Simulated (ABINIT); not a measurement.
## ZnSe: single-point calculation (part 2 of 2)

ZnSe (2 atoms in the cell); Kohn-Sham DFT of a periodic cell, PBE, SG15 NC PBE v1.2, no spin polarisation (ABINIT 10.8.3); cutoff 1061.24 eV, 6×6×6 k-mesh, fermi-dirac of 0.05 eV. The structure derives from an entry of the Crystallography Open Database.

Geometry of the input (Å; fractional positions):
```
0.0000  2.8338  2.8338
2.8338  0.0000  2.8338
2.8338  2.8338  0.0000
Se 0.7500  0.7500  0.7500
Zn 0.0000  0.0000  0.0000
```

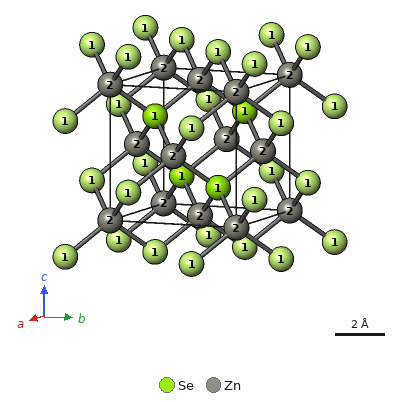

Fig. 1: The input geometry (ball-and-stick view of the cell 4 times as large as that of the calculation, set on its symmetry axes, seen slightly off an axis; neighbours outside the cell are drawn fainter; atoms are numbered from 1 in the order of the input).

## Log, continued
```
 Mean square residual over all n,k,spin=   58.381E-10; max=  15.801E-07
   0.0000  0.0000  0.0000    1  3.72877E-16 kpt; spin; max resid(k); each band:
  7.62E-17 9.85E-17 9.85E-17 9.85E-17 1.64E-17 3.73E-16 3.73E-16 3.73E-16
  6.34E-17 6.34E-17 3.64E-16 3.64E-16 3.64E-16 6.87E-17 9.64E-17 9.59E-17
  9.57E-17
   0.1667  0.0000  0.0000    1  4.28581E-16 kpt; spin; max resid(k); each band:
  9.44E-17 7.08E-17 9.88E-17 9.88E-17 2.45E-17 4.29E-16 3.49E-16 3.49E-16
  6.25E-17 6.24E-17 4.07E-16 3.39E-16 3.40E-16 1.05E-16 1.49E-16 1.07E-16
  1.09E-16
   0.3333  0.0000  0.0000    1  5.32850E-16 kpt; spin; max resid(k); each band:
  1.00E-16 5.19E-17 8.71E-17 8.71E-17 4.23E-17 3.28E-16 3.28E-16 5.33E-16
  6.56E-17 6.57E-17 4.96E-16 2.94E-16 2.94E-16 1.30E-16 1.51E-16 1.51E-16
  3.19E-16
   0.5000  0.0000  0.0000    1  3.31977E-16 kpt; spin; max resid(k); each band:
  9.46E-17 4.24E-17 7.97E-17 7.97E-17 5.27E-17 3.32E-16 3.32E-16 5.37E-17
  5.37E-17 2.02E-16 1.23E-16 2.71E-16 2.71E-16 1.28E-16 1.68E-16 1.68E-16
  2.55E-16
   0.1667  0.1667  0.0000    1  9.20984E-16 kpt; spin; max resid(k); each band:
  9.70E-17 7.20E-17 9.76E-17 9.76E-17 2.62E-17 4.51E-16 3.39E-16 3.39E-16
  8.01E-17 5.06E-17 4.30E-16 3.19E-16 3.19E-16 1.31E-16 1.50E-16 9.21E-16
  4.78E-16
   0.3333  0.1667  0.0000    1  8.15196E-16 kpt; spin; max resid(k); each band:
  1.05E-16 5.48E-17 7.36E-17 9.06E-17 3.93E-17 4.99E-16 3.02E-16 3.72E-16
  1.28E-16 4.85E-17 4.82E-16 3.00E-16 2.74E-16 1.73E-16 1.97E-16 2.07E-16
  8.15E-16
   0.5000  0.1667  0.0000    1  3.78031E-16 kpt; spin; max resid(k); each band:
  1.08E-16 4.39E-17 7.23E-17 8.06E-17 5.60E-17 3.78E-16 2.99E-16 2.39E-16
  5.12E-17 2.11E-16 3.13E-16 3.03E-16 2.51E-16 1.75E-16 2.49E-16 1.60E-16
  3.37E-16
  -0.3333  0.1667  0.0000    1  4.39642E-16 kpt; spin; max resid(k); each band:
  1.09E-16 4.63E-17 6.68E-17 8.69E-17 5.22E-17 3.71E-16 3.03E-16 4.04E-16
  7.27E-17 1.52E-16 4.40E-16 3.01E-16 2.74E-16 1.25E-16 2.62E-16 1.58E-16
  2.60E-16
  -0.1667  0.1667  0.0000    1  4.73244E-16 kpt; spin; max resid(k); each band:
  1.04E-16 5.93E-17 7.56E-17 1.01E-16 3.51E-17 4.67E-16 3.25E-16 3.74E-16
  8.17E-17 6.20E-17 4.73E-16 2.97E-16 3.17E-16 1.04E-16 2.07E-16 1.13E-16
  1.79E-16
   0.3333  0.3333  0.0000    1  1.58007E-06 kpt; spin; max resid(k); each band:
  1.13E-16 5.45E-17 5.34E-17 7.54E-17 5.00E-17 6.11E-16 2.15E-16 2.37E-16
  2.78E-16 2.99E-17 5.31E-16 2.16E-16 2.20E-16 2.68E-16 2.66E-16 1.58E-06
  1.23E-16
   0.5000  0.3333  0.0000    1  2.66833E-14 kpt; spin; max resid(k); each band:
  1.12E-16 5.02E-17 5.95E-17 8.74E-17 6.53E-17 5.12E-16 2.17E-16 2.42E-16
  3.94E-17 2.52E-16 4.53E-16 2.37E-16 1.92E-16 3.19E-16 2.63E-16 2.29E-16
  2.67E-14
  -0.3333  0.3333  0.0000    1  9.23585E-10 kpt; spin; max resid(k); each band:
  1.17E-16 3.86E-17 4.70E-17 8.64E-17 6.69E-17 4.19E-16 2.48E-16 1.57E-16
  5.28E-17 1.95E-16 2.27E-16 3.30E-16 2.28E-16 2.87E-16 2.47E-16 9.24E-10
  1.02E-10
   0.5000  0.5000  0.0000    1  5.41754E-11 kpt; spin; max resid(k); each band:
  1.21E-16 4.56E-17 1.04E-16 3.88E-17 7.07E-17 5.96E-16 1.64E-16 1.35E-16
  2.14E-17 3.00E-16 5.17E-16 1.50E-16 1.43E-16 2.63E-16 1.86E-16 5.42E-11
  2.18E-16
   0.5000  0.3333  0.1667    1  2.19840E-10 kpt; spin; max resid(k); each band:
  1.09E-16 5.08E-17 5.97E-17 9.78E-17 5.55E-17 4.25E-16 3.48E-16 3.06E-16
  7.07E-17 1.85E-16 4.63E-16 2.72E-16 2.66E-16 1.28E-16 2.40E-16 1.98E-16
  2.20E-10
  -0.3333  0.3333  0.1667    1  6.57751E-09 kpt; spin; max resid(k); each band:
  1.15E-16 6.28E-17 5.42E-17 5.12E-17 6.64E-17 3.42E-16 3.01E-16 1.66E-16
  1.05E-16 1.61E-16 2.05E-16 3.09E-16 2.49E-16 2.18E-16 2.71E-16 2.23E-16
  6.58E-09
  -0.3333  0.5000  0.1667    1  4.17615E-16 kpt; spin; max resid(k); each band:
  1.17E-16 6.86E-17 5.60E-17 5.71E-17 7.19E-17 4.18E-16 2.51E-16 1.81E-16
  7.88E-17 1.64E-16 2.98E-16 2.96E-16 1.56E-16 2.87E-16 1.39E-16 1.69E-16
  1.14E-16
 reduced coordinates (array xred) for    2 atoms
       0.750000000000      0.750000000000      0.750000000000
       0.000000000000      0.000000000000      0.000000000000
 rms dE/dt=  0.0000E+00; max dE/dt=  0.0000E+00; dE/dt below (all hartree)
    1       0.000000000000      0.000000000000      0.000000000000
    2       0.000000000000      0.000000000000      0.000000000000

 cartesian coordinates (angstrom) at end:
    1      4.25070000013085     4.25070000013085     4.25070000013085
    2      0.00000000000000     0.00000000000000     0.00000000000000

 cartesian forces (hartree/bohr) at end:
    1     -0.00000000000000    -0.00000000000000    -0.00000000000000
    2     -0.00000000000000    -0.00000000000000    -0.00000000000000
 frms,max,avg= 0.0000000E+00 0.0000000E+00   0.000E+00  0.000E+00  0.000E+00 h/b

 cartesian forces (eV/Angstrom) at end:
    1     -0.00000000000000    -0.00000000000000    -0.00000000000000
    2     -0.00000000000000    -0.00000000000000    -0.00000000000000
 frms,max,avg= 0.0000000E+00 0.0000000E+00   0.000E+00  0.000E+00  0.000E+00 e/A
 length scales=  7.573263385587  7.573263385587  7.573263385587 bohr
              =  4.007598393100  4.007598393100  4.007598393100 angstroms
 Fermi (or HOMO) energy (hartree) =   0.14838   Average Vxc (hartree)=  -0.34272
 Eigenvalues (hartree) for nkpt=  16  k points:
 kpt#   1, nband= 17, wtk=  0.00463, kpt=  0.0000  0.0000  0.0000 (reduced coord)
  -4.47899   -2.79459   -2.79459   -2.79459   -0.36356   -0.11673   -0.11673   -0.11673
  -0.10325   -0.10325    0.12392    0.12392    0.12392    0.17076    0.33705    0.33705
   0.33705
      occupation numbers for kpt#   1
   2.00000    2.00000    2.00000    2.00000    2.00000    2.00000    2.00000    2.00000
   2.00000    2.00000    2.00000    2.00000    2.00000    0.00001    0.00000    0.00000
   0.00000
 kpt#   2, nband= 17, wtk=  0.03704, kpt=  0.1667  0.0000  0.0000 (reduced coord)
  -4.47899   -2.79459   -2.79459   -2.79459   -0.35715   -0.11613   -0.11576   -0.11576
  -0.10331   -0.10331    0.05377    0.11464    0.11464    0.21727    0.33958    0.35185
   0.35185
      occupation numbers for kpt#   2
   2.00000    2.00000    2.00000    2.00000    2.00000    2.00000    2.00000    2.00000
   2.00000    2.00000    2.00000    2.00000    2.00000    0.00000    0.00000    0.00000
   0.00000
 kpt#   3, nband= 17, wtk=  0.03704, kpt=  0.3333  0.0000  0.0000 (reduced coord)
  -4.47899   -2.79459   -2.79459   -2.79459   -0.34278   -0.11413   -0.11413   -0.11048
  -0.10300   -0.10300   -0.02526    0.09894    0.09894    0.22201    0.36182    0.36182
   0.40194
      occupation numbers for kpt#   3
   2.00000    2.00000    2.00000    2.00000    2.00000    2.00000    2.00000    2.00000
   2.00000    2.00000    2.00000    2.00000    2.00000    0.00000    0.00000    0.00000
   0.00000
 kpt#   4, nband= 17, wtk=  0.01852, kpt=  0.5000  0.0000  0.0000 (reduced coord)
  -4.47899   -2.79460   -2.79459   -2.79459   -0.33457   -0.11353   -0.11353   -0.10256
  -0.10256   -0.09738   -0.06818    0.09205    0.09205    0.21695    0.35831    0.35831
   0.43881
      occupation numbers for kpt#   4
   2.00000    2.00000    2.00000    2.00000    2.00000    2.00000    2.00000    2.00000
   2.00000    2.00000    2.00000    2.00000    2.00000    0.00000    0.00000    0.00000
   0.00000
 kpt#   5, nband= 17, wtk=  0.02778, kpt=  0.1667  0.1667  0.0000 (reduced coord)
  -4.47899   -2.79459   -2.79459   -2.79459   -0.35501   -0.11716   -0.11482   -0.11482
  -0.10392   -0.10281    0.05540    0.09861    0.09861    0.24414    0.29552    0.37823
   0.37823
      occupation numbers for kpt#   5
   2.00000    2.00000    2.00000    2.00000    2.00000    2.00000    2.00000    2.00000
   2.00000    2.00000    2.00000    2.00000    2.00000    0.00000    0.00000    0.00000
   0.00000
 kpt#   6, nband= 17, wtk=  0.11111, kpt=  0.3333  0.1667  0.0000 (reduced coord)
  -4.47899   -2.79459   -2.79459   -2.79459   -0.34315   -0.11548   -0.11288   -0.11208
  -0.10366   -0.10243   -0.00325    0.07695    0.08128    0.26170    0.30878    0.38042
   0.40226
      occupation numbers for kpt#   6
   2.00000    2.00000    2.00000    2.00000    2.00000    2.00000    2.00000    2.00000
   2.00000    2.00000    2.00000    2.00000    2.00000    0.00000    0.00000    0.00000
   0.00000
 kpt#   7, nband= 17, wtk=  0.11111, kpt=  0.5000  0.1667  0.0000 (reduced coord)
  -4.47899   -2.79459   -2.79459   -2.79459   -0.33234   -0.11349   -0.11206   -0.10513
  -0.10243   -0.09816   -0.05487    0.05422    0.07796    0.25751    0.33561    0.39281
   0.41800
      occupation numbers for kpt#   7
   2.00000    2.00000    2.00000    2.00000    2.00000    2.00000    2.00000    2.00000
   2.00000    2.00000    2.00000    2.00000    2.00000    0.00000    0.00000    0.00000
   0.00000
 kpt#   8, nband= 17, wtk=  0.11111, kpt= -0.3333  0.1667  0.0000 (reduced coord)
  -4.47899   -2.79459   -2.79459   -2.79459   -0.33511   -0.11327   -0.11275   -0.10598
  -0.10337   -0.10120   -0.04112    0.04781    0.09089    0.26178    0.34553    0.38101
   0.40677
      occupation numbers for kpt#   8
   2.00000    2.00000    2.00000    2.00000    2.00000    2.00000    2.00000    2.00000
   2.00000    2.00000    2.00000    2.00000    2.00000    0.00000    0.00000    0.00000
   0.00000
 kpt#   9, nband= 17, wtk=  0.05556, kpt= -0.1667  0.1667  0.0000 (reduced coord)
  -4.47899   -2.79459   -2.79459   -2.79459   -0.34797   -0.11460   -0.11458   -0.11386
  -0.10380   -0.10266    0.01365    0.07068    0.10986    0.25523    0.33593    0.36302
   0.37224
      occupation numbers for kpt#   9
   2.00000    2.00000    2.00000    2.00000    2.00000    2.00000    2.00000    2.00000
   2.00000    2.00000    2.00000    2.00000    2.00000    0.00000    0.00000    0.00000
   0.00000
 kpt#  10, nband= 17, wtk=  0.02778, kpt=  0.3333  0.3333  0.0000 (reduced coord)
  -4.47899   -2.79459   -2.79459   -2.79459   -0.33576   -0.11650   -0.11024   -0.11024
  -0.10315   -0.10191   -0.01475    0.06003    0.06003    0.24938    0.26749    0.45190
   0.46498
      occupation numbers for kpt#  10
   2.00000    2.00000    2.00000    2.00000    2.00000    2.00000    2.00000    2.00000
   2.00000    2.00000    2.00000    2.00000    2.00000    0.00000    0.00000    0.00000
   0.00000
 kpt#  11, nband= 17, wtk=  0.11111, kpt=  0.5000  0.3333  0.0000 (reduced coord)
  -4.47899   -2.79459   -2.79459   -2.79459   -0.32744   -0.11436   -0.10897   -0.10771
  -0.10195   -0.09755   -0.04288    0.02959    0.05418    0.25124    0.29321    0.43943
   0.47398
      occupation numbers for kpt#  11
   2.00000    2.00000    2.00000    2.00000    2.00000    2.00000    2.00000    2.00000
   2.00000    2.00000    2.00000    2.00000    2.00000    0.00000    0.00000    0.00000
   0.00000
 kpt#  12, nband= 17, wtk=  0.05556, kpt= -0.3333  0.3333  0.0000 (reduced coord)
  -4.47899   -2.79459   -2.79459   -2.79459   -0.32719   -0.11315   -0.11013   -0.10476
  -0.10295   -0.09478   -0.04766    0.00832    0.06798    0.26483    0.35645    0.43329
   0.43660
      occupation numbers for kpt#  12
   2.00000    2.00000    2.00000    2.00000    2.00000    2.00000    2.00000    2.00000
   2.00000    2.00000    2.00000    2.00000    2.00000    0.00000    0.00000    0.00000
   0.00000
 kpt#  13, nband= 17, wtk=  0.01389, kpt=  0.5000  0.5000  0.0000 (reduced coord)
  -4.47899   -2.79460   -2.79459   -2.79459   -0.32472   -0.11561   -0.10746   -0.10746
  -0.10147   -0.09664   -0.05080    0.04364    0.04364    0.23329    0.25076    0.51809
   0.53724
      occupation numbers for kpt#  13
   2.00000    2.00000    2.00000    2.00000    2.00000    2.00000    2.00000    2.00000
   2.00000    2.00000    2.00000    2.00000    2.00000    0.00000    0.00000    0.00000
   0.00000
 kpt#  14, nband= 17, wtk=  0.11111, kpt=  0.5000  0.3333  0.1667 (reduced coord)
  -4.47899   -2.79459   -2.79459   -2.79459   -0.33279   -0.11336   -0.11166   -0.10797
  -0.10264   -0.10078   -0.03013    0.03386    0.06785    0.29618    0.30714    0.36204
   0.45887
      occupation numbers for kpt#  14
   2.00000    2.00000    2.00000    2.00000    2.00000    2.00000    2.00000    2.00000
   2.00000    2.00000    2.00000    2.00000    2.00000    0.00000    0.00000    0.00000
   0.00000
 kpt#  15, nband= 17, wtk=  0.11111, kpt= -0.3333  0.3333  0.1667 (reduced coord)
  -4.47899   -2.79459   -2.79459   -2.79459   -0.32719   -0.11262   -0.11060   -0.10454
  -0.10346   -0.09428   -0.05034    0.01973    0.05492    0.29937    0.32804    0.38576
   0.45407
      occupation numbers for kpt#  15
   2.00000    2.00000    2.00000    2.00000    2.00000    2.00000    2.00000    2.00000
   2.00000    2.00000    2.00000    2.00000    2.00000    0.00000    0.00000    0.00000
   0.00000
 kpt#  16, nband= 17, wtk=  0.05556, kpt= -0.3333  0.5000  0.1667 (reduced coord)
  -4.47899   -2.79459   -2.79459   -2.79459   -0.32458   -0.11318   -0.10880   -0.10616
  -0.10271   -0.09327   -0.04901    0.02745    0.03013    0.28787    0.30028    0.42758
   0.43995
      occupation numbers for kpt#  16
   2.00000    2.00000    2.00000    2.00000    2.00000    2.00000    2.00000    2.00000
   2.00000    2.00000    2.00000    2.00000    2.00000    0.00000    0.00000    0.00000
   0.00000
 Total charge density [el/Bohr^3]
)     Maximum=    3.7372E+00  at reduced coord.    0.9556    0.9778    0.9778
)Next maximum=    3.7372E+00  at reduced coord.    0.0889    0.9778    0.9778
)     Minimum=    1.1160E-03  at reduced coord.    0.7556    0.7556    0.7333
)Next minimum=    1.1160E-03  at reduced coord.    0.7556    0.7333    0.7556
   Integrated=    2.6000E+01

--- !EnergyTerms
iteration_state     : {dtset: 1, }
comment             : Components of total free energy in Hartree
kinetic             :  8.83048442696152E+01
hartree             :  8.97550847165326E+01
xc                  : -2.03113388440854E+01
Ewald energy        : -1.02307243767790E+02
psp_core            :  3.49024130842629E+00
local_psp           : -2.04280139088999E+02
non_local_psp       : -6.43235233157416E+01
internal            : -2.09672074722042E+02
'-kT*entropy'       : -2.42050005173166E-09
total_energy        : -2.09672074724463E+02
total_energy_eV     : -5.70546781032354E+03
band_energy         : -2.72758869524259E+01
...

 Cartesian components of stress tensor (hartree/bohr^3)
  sigma(1 1)= -7.13651264E-05  sigma(3 2)=  0.00000000E+00
  sigma(2 2)= -7.13651264E-05  sigma(3 1)=  0.00000000E+00
  sigma(3 3)= -7.13651264E-05  sigma(2 1)=  0.00000000E+00

-Cartesian components of stress tensor (GPa)         [Pressure=  2.0996E+00 GPa]
- sigma(1 1)= -2.09963451E+00  sigma(3 2)=  0.00000000E+00
- sigma(2 2)= -2.09963451E+00  sigma(3 1)=  0.00000000E+00
- sigma(3 3)= -2.09963451E+00  sigma(2 1)=  0.00000000E+00

== END DATASET(S) ==============================================================
================================================================================

 -outvars: echo values of variables after computation  --------
            acell      7.5732633856E+00  7.5732633856E+00  7.5732633856E+00 Bohr
           etotal     -2.0967207472E+02
            fcart     -0.0000000000E+00 -0.0000000000E+00 -0.0000000000E+00
                      -0.0000000000E+00 -0.0000000000E+00 -0.0000000000E+00
            rprim      0.0000000000E+00  7.0710678120E-01  7.0710678120E-01
                       7.0710678120E-01  0.0000000000E+00  7.0710678120E-01
                       7.0710678120E-01  7.0710678120E-01  0.0000000000E+00
           strten     -7.1365126448E-05 -7.1365126448E-05 -7.1365126448E-05
                       0.0000000000E+00  0.0000000000E+00  0.0000000000E+00
           xangst      4.2507000001E+00  4.2507000001E+00  4.2507000001E+00
                       0.0000000000E+00  0.0000000000E+00  0.0000000000E+00
             xred      7.5000000000E-01  7.5000000000E-01  7.5000000000E-01
                       0.0000000000E+00  0.0000000000E+00  0.0000000000E+00
 Calculation completed.
```

## Summary

```csv
quantity,value
outcome,converged
space group (tolerance 0.01 Å),F-43m (216)
electrons treated,26
free energy,−5705.4678 eV
Fermi energy,4.038 eV
gap on the k-point mesh,1.27 eV
pressure,2.10 GPa
largest force (length of the vector),under 0.001 eV/Å
wall time,12 s (CPU time 49 s)
peak memory,0.32 GiB
```
